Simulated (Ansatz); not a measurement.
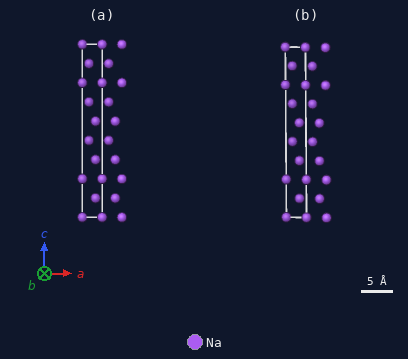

The structure of a crystal of Na (set up in C2/m) before (left) and after (right) a relaxation, at one scale.

The picture is a spheres-only view of the conventional cell (3 times the calculation's cell), repeated 2 × 1 × 1 with one cell outlined, seen along the b axis. Lengths and directions refer to the drawn axes.

Computed with DFT r2SCAN, scalar-relativistic, plane waves, PAW in Ansatz 0.2.0.

Input file:
```yaml
crystal:
  lattice:
    - [3.1966520447, -1.8565520294, 0.0]
    - [3.1966520447, 1.8565520294, 0.0]
    - [-2.1744518352, 0.0, 9.3648511597]
  atoms:
    - { symbol: Na, position: [0.0, 0.0, 0.0] }
    - { symbol: Na, position: [0.222415, 0.222415, 0.666676] }
    - { symbol: Na, position: [0.777585, 0.777585, 0.333324] }
basis:
  ecutwfc: 500
kpoints:
  mp_grid: { grid: [14, 14, 6] }
hamiltonian:
  xc: r2scan
scf:
  occupations: { method: gaussian, width: 0.1 }
output:
  forces: true
  stress: true
  eigenvalues: true
relax:
  adjacent_minimum: "off"
  f_tol: 0.005
  max_steps: 80
  cell: { stress_tol: 0.05 }
```

**What changed between the two?**

The largest moves relative to the cell, 0.038 Å, are those of Na2 and Na3. Na2 goes along [1 −1 0]. Cell: a = b 3.697 → 3.752 Å (+1.5 %), c 28.095 → 27.653 Å (−1.6 %), α 89.8° → 88.5°, β 90.2° → 91.5°, γ 119.7° → 119.2°. Volume +1.8 %. Near-neighbour distances that change, for instance: Na1–Na1 3.713 → 3.794 Å, Na1–Na1 (another image) 3.697 → 3.752 Å, Na1–Na2 3.781 → 3.732 Å, Na1–Na2 (another image) 3.788 → 3.831 Å. The space group stays C2/m (No. 12). The energy falls by 5.0 meV per cell of the calculation in 4 accepted moves (5 points after the start). Largest force component: 0.0019 eV/Å at the start, 0.00076 eV/Å at the end. Pressure: 0.15 GPa at the start and 0.00 GPa at the end. The SCF was repeated once at an unchanged geometry on a basis and grid sized afresh for the cell, which shifted the energy by 0.2 meV per cell of the calculation at most.
